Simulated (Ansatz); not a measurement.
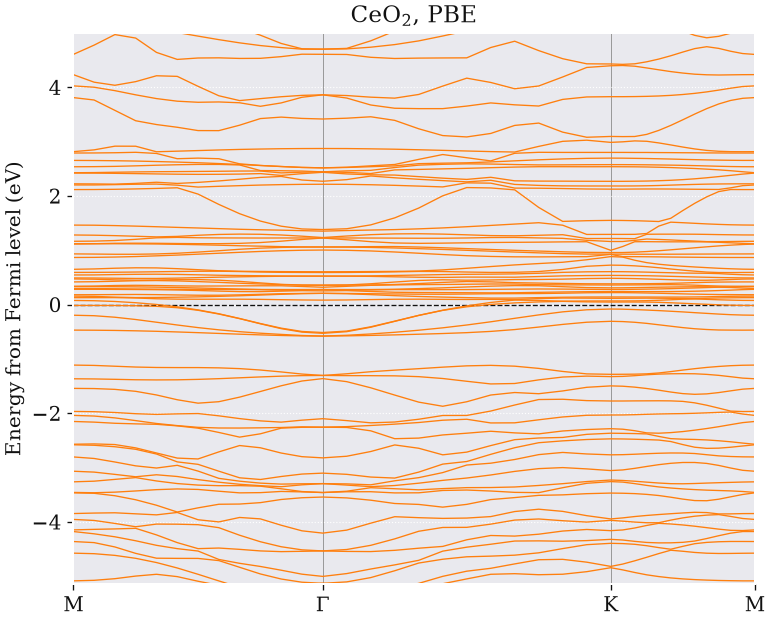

Band structure. Energies are counted from the Fermi level.

The Ansatz input:

```
crystal:
  lattice:
    - [3.8637242719, 0.0, 0.0]
    - [-1.931862136, 3.3460833727, 0.0]
    - [0.0, 0.0, 26.8301912163]
  atoms:
    - { symbol: O, position: [0.6666666667, 0.3333333333, 0.2753014325] }
    - { symbol: O, position: [0.0, 0.0, 0.3300468674] }
    - { symbol: Ce, position: [0.6666666667, 0.3333333333, 0.3487492411] }
    - { symbol: O, position: [0.3333333333, 0.6666666667, 0.3926590578] }
    - { symbol: O, position: [0.6666666667, 0.3333333333, 0.4542189668] }
    - { symbol: Ce, position: [0.3333333333, 0.6666666667, 0.471226639] }
    - { symbol: O, position: [0.0, 0.0, 0.514025781] }
    - { symbol: O, position: [0.3333333333, 0.6666666667, 0.5761986916] }
    - { symbol: Ce, position: [0.0, 0.0, 0.5919338312] }
    - { symbol: O, position: [0.6666666667, 0.3333333333, 0.6435538289] }
    - { symbol: O, position: [0.0, 0.0, 0.7401476034] }
    - { symbol: Ce, position: [0.6666666667, 0.3333333333, 0.7207285022] }
basis:
  ecutwfc: 420
kpoints:
  mp_grid: { grid: [9, 9, 1] }
  band_path:
    path:
      - [0.5, 0, 0]
      - [0, 0, 0]
      - [0.3333333333333, 0.3333333333333, 0]
      - [0.5, 0, 0]
    npoints: 12
hamiltonian:
  xc: pbe
scf:
  occupations: { method: gaussian, width: 0.05 }
  n_extra_bands: 50
output:
  forces: true
  stress: true
  eigenvalues: true
  hubbard: { sites: [{ species: Ce, l: f }] }
  populations: true
  fatbands: true
  write_density: true
  write_potential: true
  elf: true
  volumetric_format: npy
efield:
  axis: 3
  dipole_correction: true
  ramp_width: 0.04
```

Command:
```bash
ansatz run input.yaml --threads 2 --pin off --max-ram 4096MiB --backend cpu --events-out ev --progress --plain --runs-dir out
```

> Metal, semiconductor or insulator?

A metal: bands cross the Fermi level along this path.

> Are there flat bands near the Fermi level?

23 bands within 1.5 eV of the Fermi level are narrower than 0.3 eV along the path; they lie between −1.5 and 1.5 eV and signal localised states.
